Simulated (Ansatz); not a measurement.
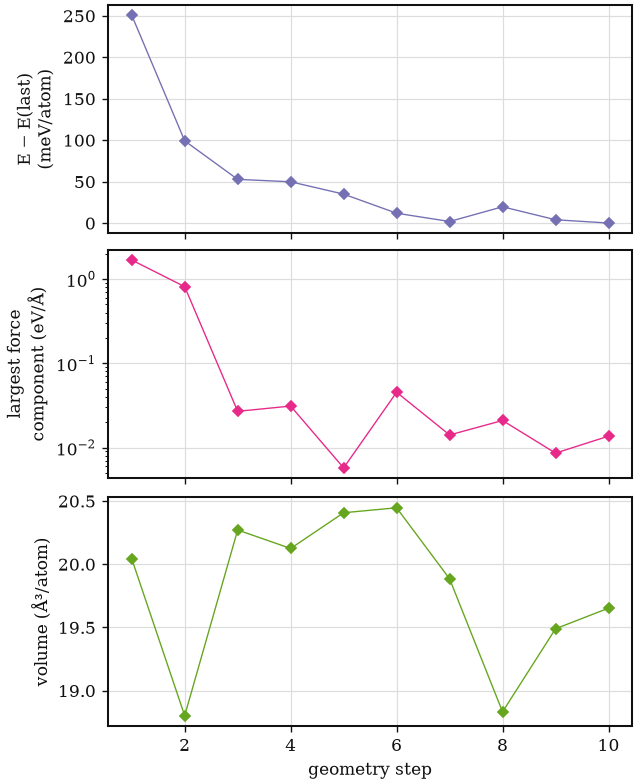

History of a geometry optimisation. Atoms and cell relax. A closing SCF on a freshly chosen basis isn't drawn.

System: Ga (R-3m, 2 atoms in the cell).
Method: Ansatz, DFT PBE, scalar-relativistic, plane waves, PAW; cutoff 420 eV, 6×6×6 k-mesh, Gaussian smearing of 0.1 eV.

Q: How did the optimisation end?

A: The optimisation met its thresholds at geometry 10, counting the start as the first. The energy fell by about 250 meV/atom from the first step to the last. Steps 8 and 9 went uphill and were rejected by the line search. The largest force component goes from about 1.7 eV/Å at the start to 0.014 eV/Å at the end.

Q: Was the starting cell too large or too small?

A: The volume shrinks from 20.0 to 19.7 Å³ per atom (−2 %), overshooting to 18.8 at step 2. The start was expanded.

Q: By which step was nine tenths of the energy gained?

A: By step 6 of 10.
